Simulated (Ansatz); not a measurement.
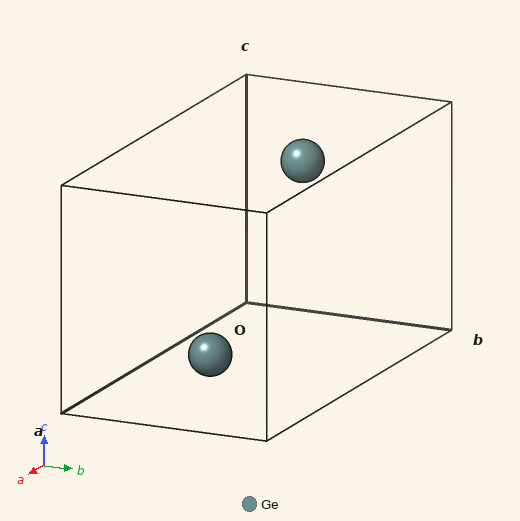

For Ge, the geometry relaxed with DFT PBE, scalar-relativistic, plane waves, PAW (Ansatz 0.2.0): one unit cell is drawn above. Geometry calculated from the standardised cell; symmetry tolerance 0.002 Å.

```
Ge
1.0
     5.11849    0.00000    0.00000
     0.00000    2.68771    0.00000
     0.00000    0.00000    2.81712
Ge
2
Direct
  0.75000 0.50000 0.19718
  0.25000 0.50000 0.80282
```

### What is its point group?

mmm (D2h), order 8, orthorhombic system: three twofold axes, three mirror planes, an inversion centre.

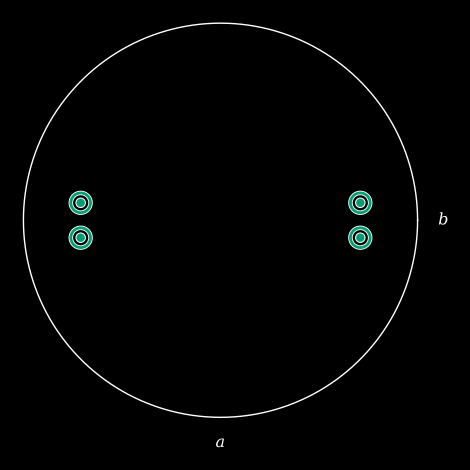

Stereographic projection: filled dots lie in the upper hemisphere, open rings in the lower. The poles are one general form. The c axis points at the viewer.

### What does this class allow?

Class mmm is centrosymmetric, so neither piezoelectric nor pyroelectric; it is not chiral. Its Laue class is mmm.
